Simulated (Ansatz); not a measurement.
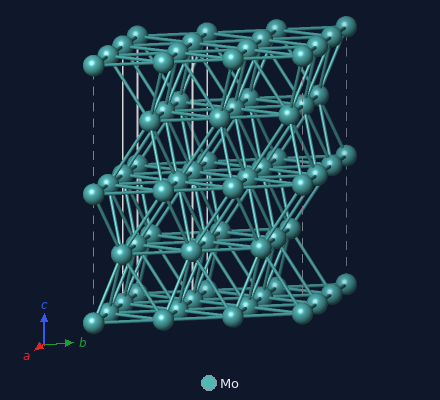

Mo (P6_3/mmc, No. 194): coordinates from a relaxation with DFT r2SCAN, scalar-relativistic, plane waves, PAW in Ansatz 0.2.0; the starting structure was generated, so it need not be a known form of this composition.

Space group P6_3/mmc (No. 194). a = 2.749 Å, b = 2.749 Å, c = 9.734 Å, α = 90.00°, β = 90.00°, γ = 120.00°
```json
{"atom": "Mo", "site": "2a", "symmetry": "-3m.", "x": "0.0000", "y": "0.0000", "z": "0.0000"}
{"atom": "Mo", "site": "2d", "symmetry": "-6m2", "x": "0.3333", "y": "0.6667", "z": "0.7500"}
```

> What will a HAADF-like image along [101] show? The image is simulated as a sum over atoms of Z^1.7, blurred by a 0.50 Å probe (no channelling). The speckle of an amorphous layer was added.

The columns repeat on a centred rectangular net of 2.65 × 4.76 Å (plane group c2mm). All columns are alike (Mo). The shortest distance between visible columns is 0.79 Å in projection. Along the beam the structure repeats every 10.11 Å.

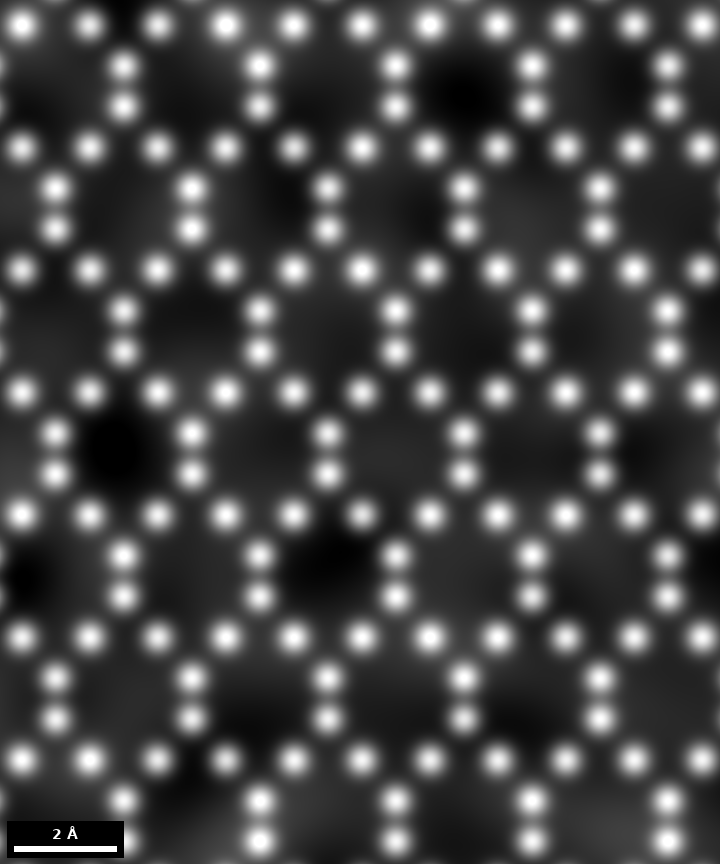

The simulated image.
